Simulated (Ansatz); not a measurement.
Si₂W. A set of calculations on one system.

Space group P6_222. The cell comes from a database of computed structures, not from a measurement.

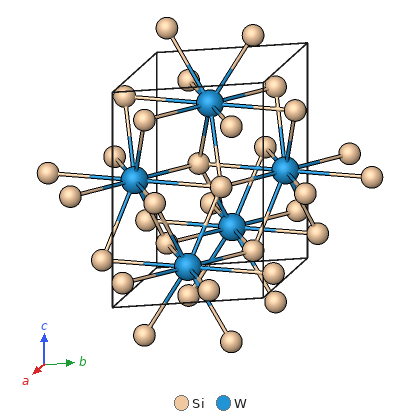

The conventional cell.

```
Si W
1.0
     4.61685    0.00000    0.00000
    -2.30843    3.99831    0.00000
     0.00000    0.00000    6.65322
Si W
6 3
Direct
  0.83637 0.67275 0.50000
  0.16363 0.83637 0.83333
  0.67275 0.83637 0.16667
  0.16363 0.32725 0.50000
  0.83637 0.16363 0.83333
  0.32725 0.16363 0.16667
  0.00000 0.50000 0.16667
  0.50000 0.50000 0.83333
  0.50000 0.00000 0.50000
```

All numbers below come from DFT PBE, scalar-relativistic, plane waves, PAW in Ansatz 0.2.0.

Core electrons are frozen (PAW), so the maps are meaningful between the atoms, not at the nuclei.

Part 1: Bonding charge

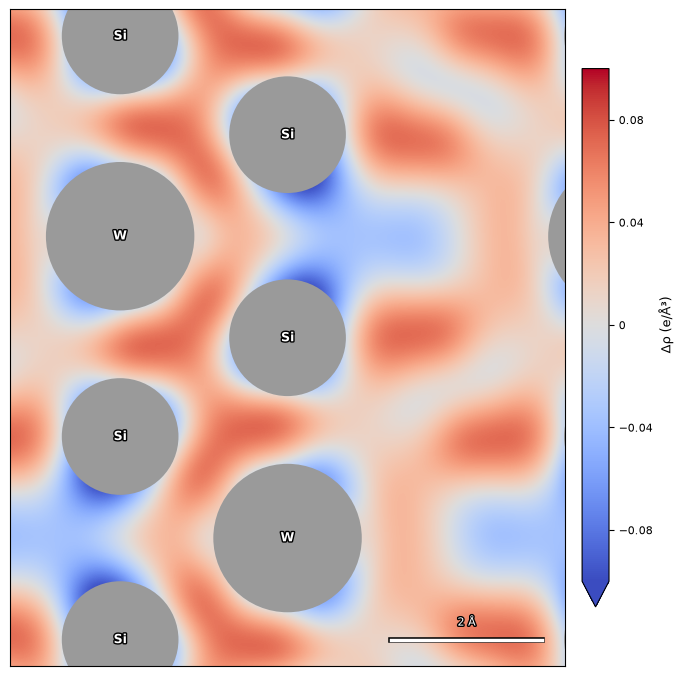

Deformation density (self-consistent density less superposed neutral spherical atoms): a map on the (110) plane of the conventional cell, with grey discs over the atomic cores. Cores are masked to 0.8 Å (Si) and 1.0 Å (W).

**What does the deformation density say about the bonding?**

Si–Si (2.57 Å): Δρ is +0.04 e/Å³ at the midpoint.
Si–W (2.59 Å): Δρ is +0.06 e/Å³ at the midpoint.
W–W (3.20 Å): Δρ is +0.007 e/Å³ at the midpoint (this contact isn't in the plane drawn).
Over the whole cell, outside the masked cores, the largest gain, 0.07 e/Å³, lies 1.4 Å from a silicon nucleus and 1.5 Å from a tungsten one, and the largest loss lies at the edge of the masked core of Si.
In all about 0.20 e an atom is rearranged against the free atoms.
Bader charges: Si −0.06 and W +0.12 e.

Part 2: One group of states

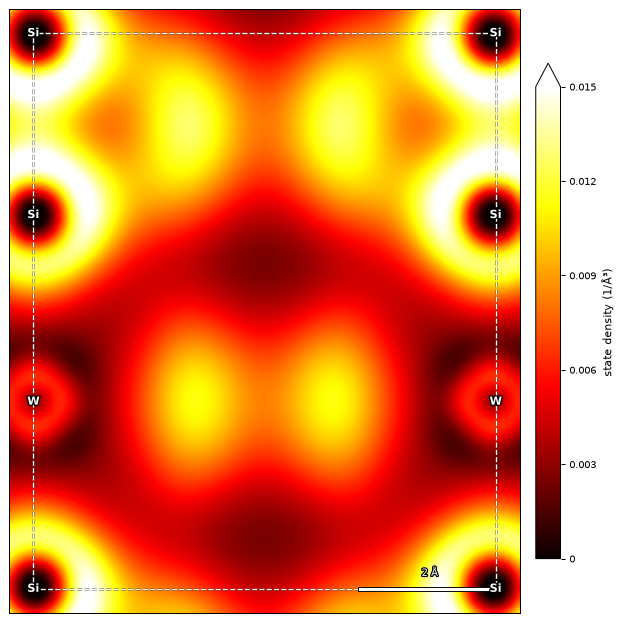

Density of the Kohn–Sham states from −14.6 to −9.7 eV about the Fermi level (the lower third of the occupied valence band), scaled to one electron a cell: a map on the (110) plane of the conventional cell.

**Describe these states.**

Löwdin projections on the PAW files' atomic orbitals give Si 3s (45 %), Si 3p (30 %) and W 5d (10 %). In space (atomic cells sized by Bader volumes) the density divides as Si about 80 % and W about 20 %.

Part 3: Change of volume

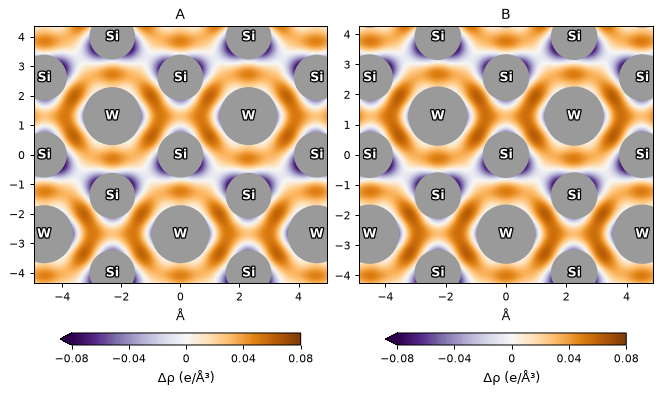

Si₂W: deformation density on the (001) plane of the conventional cell at two volumes, with the same fractional coordinates and one colour scale. Grey discs cover the cores. Panel B has 94 % of the volume of panel A.

**What changes between the database cell and the scaled one?**

From A to B, Si–Si goes from 2.57 to 2.52 Å, and Δρ at its midpoint from +0.040 to +0.043 e/Å³.
- From A to B, Si–W goes from 2.59 to 2.54 Å, and Δρ at its midpoint from +0.057 to +0.059 e/Å³.
- The pressure is −1 GPa in A and 15 GPa in B.
- Bader charges in A: Si −0.06 and W +0.12 e; in B: Si −0.02 and W +0.04 e.
- The rearranged charge is 0.20 e an atom in A and 0.20 e in B.

Part 4: Putting it together

The two pressures give a mean stiffness −ΔP/Δln V of about 251 GPa over this range, with the atoms held at their fractional positions.
